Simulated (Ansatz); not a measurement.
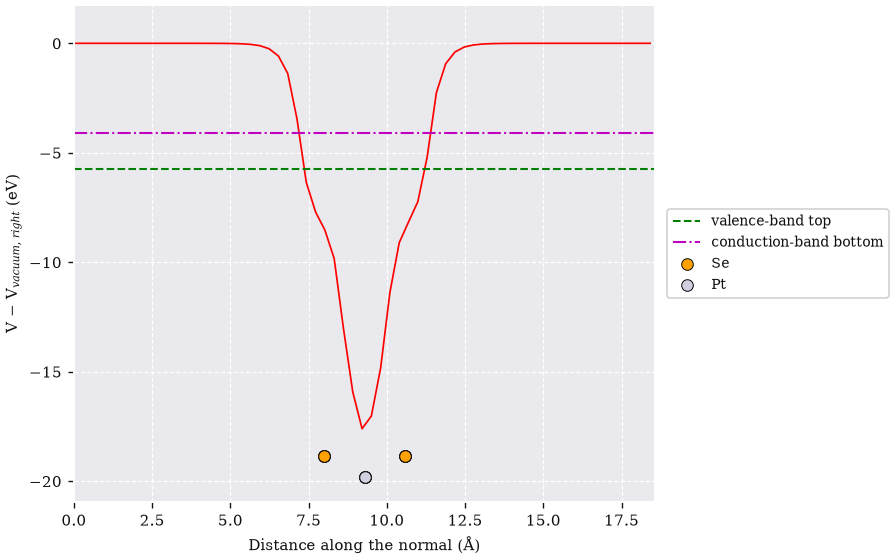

Describe the figure.

Plane-averaged electrostatic potential energy of an electron across the slab; circles at the bottom mark the heights of the atoms (positions after relaxation). System: a (001) slab cut from PtSe2 (P-3m1), ended by Se planes, 12 atoms in the cell. Computed with Ansatz: DFT PBE+D3(BJ), scalar-relativistic, plane waves, PAW, no spin polarisation, 3×3×1 k mesh, Gaussian smearing of 0.1 eV.

From the vacuum level at the right face the ionisation potential is 5.74 eV and the electron affinity 4.09 eV; the left face gives the same. The slab's gap, their difference before rounding, is 1.65 eV. The two vacuum levels agree, so the slab has no net dipole along its normal. The outermost atoms are 2.6 Å apart, which leaves 16.0 Å of vacuum in a cell 18.6 Å high.

Spin-orbit coupling is left out, which matters for Pt.
